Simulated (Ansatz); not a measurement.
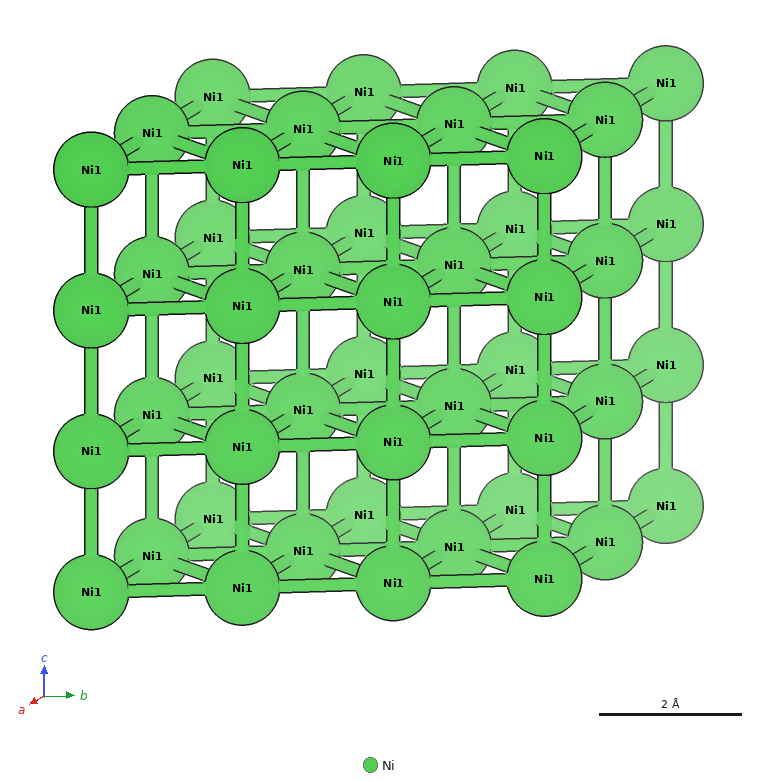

The input geometry of run 1 (ball-and-stick view of the cell of the calculation, repeated 2 × 3 × 3, seen slightly off an axis; atoms are numbered from 1 in the order of the input).

**What a change does: single-point calculation on Ni**

System: Ni (P6/mmm, 1 atom in the cell).
Method of run 1: DFT, PBE, all-electron LAPW, scalar-relativistic, spin-polarised (Ansatz 0.2.0).

Text and figures count atoms from 1; the logs count them from 0 in places.

## The input, run 1
```yaml
crystal:
  lattice:
    - [2.1531791627, 0.0, 0.0]
    - [-1.0765895813, 1.8647078538, 0.0]
    - [0.0, 0.0, 2.067139281]
  atoms:
    - { symbol: Ni, position: [0.0, 0.0, 0.0], spin: 1.0 }
magnetization:
  spin_polarized: true
kpoints:
  mp_grid: { grid: [18, 18, 17] }
scf:
  occupations: { method: fermi_dirac, width: 0.1 }
hamiltonian:
  xc: pbe
  pseudopotentials: { kind: all_electron, lapw: { basis_error: 0.001 } }
output:
  forces: true
  stress: true
  eigenvalues: true
  populations: true
```

Command:
```bash
ansatz run input.yaml --threads 1 --pin off --max-ram 3072MiB --backend cpu --events-out ev --progress --plain --runs-dir out
```

Hardware: 1 thread of Arm Neoverse V2, 24 GiB of memory available, shared host.

## Output, shortened to warnings, some set-up lines, iterations and results (run 1)
```
WARN: the starting moments were not kept: the SCF closed with an absolute magnetisation of 2.9e-7 μB, where they sum to 1 μB in size (1 site). That is at most 0.1 of that sum. Measured as dr2_m measures the in/out step, that magnetisation stands 6.5e-15 eV from none, at or under the dr2_threshold of 1.0e-7 eV: it is no larger than a step whose dr2_m would equal this threshold. The system may hold …
Basis set: ecut = 476.33897210433423 eV, 199 PW (Γ), exchange–correlation at level 2
Symmetry: 24 space group operations
k-points: 333 of 5508
Initial density: superposition of atomic densities (chi_scale 0.1, normalization cell)
[...]
SCF iter   1: F=—  HF=-41381.423389 eV  |F-HF|=—  |Δ(HF+E_count)|=         —  Δρ=5.21e-2 (↑4.65e-2 ↓5.21e-2)  dr2=1.71e-2  dr2_m=1.81e-1  M=0.332 μB ∫|m|=0.338 μB  β_m=0.30  …
SCF iter   2: F=—  HF=-41381.427362 eV  |F-HF|=—  |Δ(HF+E_count)|=   3.97e-3  Δρ=4.12e-2 (↑3.67e-2 ↓4.12e-2)  dr2=1.11e-2  dr2_m=1.13e-1  M=0.276 μB ∫|m|=0.283 μB  β_m=0.54  …
SCF iter   3: F=—  HF=-41381.419723 eV  |F-HF|=—  |Δ(HF+E_count)|=   7.64e-3  Δρ=6.94e-3 (↑5.73e-3 ↓6.94e-3)  dr2=5.65e-4  dr2_m=2.93e-3  M=0.086 μB ∫|m|=0.096 μB  β_m=0.76  …
SCF iter   4: F=—  HF=-41381.419931 eV  |F-HF|=—  |Δ(HF+E_count)|=         —  Δρ=1.49e-3 (↑1.49e-3 ↓6.75e-4)  dr2=2.93e-5  dr2_m=8.51e-5  M=0.028 μB ∫|m|=0.035 μB  β_m=0.84  …
SCF iter   5: F=—  HF=-41381.420200 eV  |F-HF|=—  |Δ(HF+E_count)|=   2.69e-4  Δρ=1.22e-3 (↑2.86e-4 ↓1.22e-3)  dr2=6.85e-5  dr2_m=3.09e-5  M=0.015 μB ∫|m|=0.019 μB  β_m=0.69  …
SCF iter   6: F=—  HF=-41381.419924 eV  |F-HF|=—  |Δ(HF+E_count)|=   2.76e-4  Δρ=1.72e-4 (↑1.48e-4 ↓1.72e-4)  dr2=1.35e-6  dr2_m=1.32e-6  M=0.000 μB ∫|m|=0.001 μB  β_m=0.79  …
SCF iter   7: F=—  HF=-41381.419931 eV  |F-HF|=—  |Δ(HF+E_count)|=   6.63e-6  Δρ=4.09e-5 (↑3.43e-5 ↓4.09e-5)  dr2=6.44e-8  dr2_m=6.39e-8  M=0.001 μB ∫|m|=0.001 μB  β_m=0.79  …
SCF iter   8: F=—  HF=-41381.419932 eV  |F-HF|=—  |Δ(HF+E_count)|=   8.21e-7  Δρ=1.03e-5 (↑8.21e-6 ↓1.03e-5)  dr2=6.06e-10  dr2_m=5.85e-9  M=0.000 μB ∫|m|=0.000 μB  β_m=0.90  …
SCF iter   9: F=—  HF=-41381.419932 eV  |F-HF|=—  |Δ(HF+E_count)|=   4.98e-8  Δρ=1.31e-6 (↑1.31e-6 ↓1.08e-6)  dr2=2.54e-10  dr2_m=3.13e-11  M=0.000 μB ∫|m|=0.000 μB  β_m=0.92 …
SCF iter  10: F=—  HF=-41381.419932 eV  |F-HF|=—  |Δ(HF+E_count)|=   1.49e-9  Δρ=1.94e-7 (↑1.94e-7 ↓1.41e-7)  dr2=4.62e-13  dr2_m=1.98e-12  M=0.000 μB ∫|m|=0.000 μB  β_m=0.96 …
SCF iter  11: F=-41381.419932 eV  HF=-41381.419932 eV  |F-HF|=7.28e-12  |Δ(HF+E_count)|=  8.00e-11  Δρ=3.28e-8 (↑2.29e-8 ↓3.28e-8)  dr2=5.16e-14  dr2_m=3.54e-14  M=0.000 μB …
SCF 1 converged in 11 iterations: F = -41381.419932 eV  dr2 = 5.16e-14
WARN: the starting moments were not kept: the SCF closed with an absolute magnetisation of 2.9e-7 μB, where they sum to 1 μB in size (1 site). That is at most 0.1 of that sum. Measured as dr2_m measures the in/out step, that magnetisation stands 6.5e-15 eV from none, at or under the dr2_threshold …
SCF converged after 11 iterations
Magnetization: 0.0000 μB (9.0000 up, 9.0000 down)
Absolute magnetization: 0.0000 μB (∫|ρ↑−ρ↓|)
Spin contamination: 0.0000 ħ² per cell (⟨S²⟩ above its minimum at these occupations)
Per-site moments (μB) at R_I (Å): [(8.986634725260956e-8, 1.033569625098611)]
Free energy (F): -41381.419932 eV
Harris-Foulkes:  -41381.419932 eV  (|F-HF|=7.28e-12)
Internal energy: -41381.375801 eV  (E = F + TS)
E sigma→0 (E₀):  -41381.397867 eV
Entropy (-TS):   -0.044131 eV (-44.131 meV/atom)
Fermi energy:    25.409398 eV
--- Per-component energies (eV) ---
  E_band       = -166.320818
  E_kinetic    = 42064.948335
  E_xc         = -1734.730957
  E_electrostatic = -81711.593179  (all electrons and nuclei)
  E_smearing   = -0.044131  (= −TS)
  E_closure    = 0.000000  (closes the sum)
  E_atoms      = -41375.755904  (free atoms, spherical and without spin; not in F)
  Σ components = -41381.419932   (vs F -41381.419932, Δ=0.00e0)
[...]
```

The input of run 2 differs as follows (lines with − go, lines with + come):
```diff
-  pseudopotentials: { kind: all_electron, lapw: { basis_error: 0.001 } }
+  pseudopotentials: { kind: paw }
+  write_density: true
+  write_potential: true
+  elf: true
+  volumetric_format: npy
```

How does run 2 compare with run 1?

The total energies belong to different models, so their difference says nothing on which is more stable or more accurate. The pressure goes from 135.85 to 135.50 GPa. The SCF takes 12 iterations against 11. The plane waves at Γ go from 199 to 151. On the same kind of shared host run 2 took about 0.18 times as long.

## Output, shortened to warnings, some set-up lines, iterations and results (run 2)
```
WARN: the starting moments were not kept: the SCF closed with an absolute magnetisation of 3.2e-6 μB, where they sum to 1 μB in size (1 site). That is at most 0.1 of that sum. Measured as dr2_m measures the in/out step, that magnetisation stands 2.8e-11 eV from none, at or under the dr2_threshold of 1.0e-7 eV: it is no larger than a step whose dr2_m would equal this threshold. The system may hold …
Basis set: ecut = 420 eV, 151 PW (Γ), exchange–correlation on 30×30×30 points (8 copies of the dense FFT grid, shifted against one another)
Symmetry: 24 space group operations
k-points: 333 of 5508
Initial density: superposition of atomic densities (chi_scale 0.1, normalization cell)
[...]
SCF iter   1: F=—  HF=-5836.253434 eV  |F-HF|=—  |Δ(HF+E_count)|=         —  Δρ=1.73e-1 (↑1.73e-1 ↓4.63e-2)  dr2=1.18e0  dr2_m=6.91e-1  M=0.367 μB ∫|m|=0.375 μB  β_m=0.30  …
SCF iter   2: F=—  HF=-5836.365009 eV  |F-HF|=—  |Δ(HF+E_count)|=   1.12e-1  Δρ=8.66e-2 (↑6.30e-2 ↓8.66e-2)  dr2=3.29e-2  dr2_m=3.99e-1  M=0.334 μB ∫|m|=0.341 μB  β_m=0.38  …
SCF iter   3: F=—  HF=-5837.253549 eV  |F-HF|=—  |Δ(HF+E_count)|=   8.89e-1  Δρ=6.78e-2 (↑5.02e-2 ↓6.78e-2)  dr2=1.58e-2  dr2_m=2.57e-1  M=0.265 μB ∫|m|=0.272 μB  β_m=0.19  …
SCF iter   4: F=—  HF=-5837.763259 eV  |F-HF|=—  |Δ(HF+E_count)|=   5.10e-1  Δρ=5.32e-2 (↑4.08e-2 ↓5.32e-2)  dr2=7.75e-3  dr2_m=1.65e-1  M=0.199 μB ∫|m|=0.205 μB  β_m=0.38  …
SCF iter   5: F=—  HF=-5838.267112 eV  |F-HF|=—  |Δ(HF+E_count)|=   5.04e-1  Δρ=2.24e-2 (↑2.24e-2 ↓1.04e-2)  dr2=7.43e-3  dr2_m=1.97e-2  M=0.057 μB ∫|m|=0.060 μB  β_m=0.64  …
SCF iter   6: F=—  HF=-5838.280040 eV  |F-HF|=—  |Δ(HF+E_count)|=   1.29e-2  Δρ=5.57e-3 (↑5.12e-3 ↓5.57e-3)  dr2=4.87e-3  dr2_m=3.26e-5  M=-0.001 μB ∫|m|=0.002 μB  β_m=0.82  …
SCF iter   7: F=—  HF=-5838.283923 eV  |F-HF|=—  |Δ(HF+E_count)|=   3.88e-3  Δρ=1.75e-3 (↑1.75e-3 ↓7.93e-4)  dr2=5.55e-5  dr2_m=1.14e-4  M=0.005 μB ∫|m|=0.006 μB  β_m=0.85  …
SCF iter   8: F=—  HF=-5838.283930 eV  |F-HF|=—  |Δ(HF+E_count)|=   6.80e-6  Δρ=5.94e-4 (↑5.94e-4 ↓2.75e-4)  dr2=3.52e-5  dr2_m=2.08e-6  M=0.001 μB ∫|m|=0.001 μB  β_m=0.91  …
SCF iter   9: F=—  HF=-5838.283971 eV  |F-HF|=—  |Δ(HF+E_count)|=   4.06e-5  Δρ=1.19e-4 (↑1.19e-4 ↓5.07e-5)  dr2=1.19e-6  dr2_m=1.34e-7  M=0.000 μB ∫|m|=0.000 μB  β_m=0.95  …
SCF iter  10: F=—  HF=-5838.283972 eV  |F-HF|=—  |Δ(HF+E_count)|=   1.10e-6  Δρ=1.47e-5 (↑1.47e-5 ↓9.56e-6)  dr2=2.16e-8  dr2_m=1.42e-9  M=-0.000 μB ∫|m|=0.000 μB  β_m=0.98  …
SCF iter  11: F=—  HF=-5838.283972 eV  |F-HF|=—  |Δ(HF+E_count)|=   2.94e-9  Δρ=3.02e-6 (↑1.25e-6 ↓3.02e-6)  dr2=6.36e-10  dr2_m=6.15e-11  M=-0.000 μB ∫|m|=0.000 μB  β_m=0.93 …
SCF iter  12: F=-5838.283972 eV  HF=-5838.283972 eV  |F-HF|=2.89e-10  |Δ(HF+E_count)|=  2.27e-11  Δρ=1.68e-6 (↑1.39e-6 ↓1.68e-6)  dr2=3.96e-10  dr2_m=3.16e-12  M=0.000 μB …
SCF 1 converged in 12 iterations: F = -5838.283972 eV  dr2 = 3.96e-10
WARN: the starting moments were not kept: the SCF closed with an absolute magnetisation of 3.2e-6 μB, where they sum to 1 μB in size (1 site). That is at most 0.1 of that sum. Measured as dr2_m measures the in/out step, that magnetisation stands 2.8e-11 eV from none, at or under the dr2_threshold …
SCF converged after 12 iterations
Magnetization: 0.0000 μB (9.0000 up, 9.0000 down)
Absolute magnetization: 0.0000 μB (∫|ρ↑−ρ↓|, with the PAW one-centre terms)
Spin contamination: 0.0000 ħ² per cell (⟨S²⟩ above its minimum at these occupations)
Per-site moments (μB) at R_I (Å): [(3.125094418677366e-6, 0.8526949534125)]
Free energy (F): -5838.283972 eV
Harris-Foulkes:  -5838.283972 eV  (|F-HF|=2.89e-10)
Internal energy: -5838.239711 eV  (E = F + TS)
E sigma→0 (E₀):  -5838.261842 eV
Entropy (-TS):   -0.044261 eV (-44.261 meV/atom)
Fermi energy:    25.253060 eV
--- Per-component energies (eV) ---
  E_band       = -169.155268
  E_kinetic    = 291.301562
  E_local      = -3050.166139  (includes V_loc(G=0)·N_el)
  E_nonlocal   = 638.099592
  E_hartree    = 1295.657945
  E_xc         = -87.884021
  E_vxc        = -113.541566  (∫ρ·V_xc dr)
  E_paw        = -1630.476536  (= ΣΔE_a)
  E_vpaw       = -526.163785  (= ΣTr[D̂ρ^β])
[...]
```

## The two runs side by side

| quantity | run 1 | run 2 |
| --- | --- | --- |
| outcome | converged | converged |
| free energy per atom (eV) | −41381.4199 | −5838.2840 |
| energy per atom, smearing taken to zero (eV) | −41381.3979 | −5838.2618 |
| net moment of the cell (μB) | 0.00 | 0.00 |
| absolute moment of the cell (μB) | 0.00 | 0.00 |
| pressure (GPa) | 135.85 | 135.50 |
| largest force (eV/Å) | 0.000 | 0.000 |
| SCF iterations | 11 | 12 |
| irreducible k-points | 333 | 333 |
| plane waves at Γ | 199 | 151 |
| wall time (shared host) | 57 s | 10 s |

For both runs: Warnings: some starting moments were not kept. The cell is under a pressure of 136 GPa at this level, so it is not at its equilibrium volume.
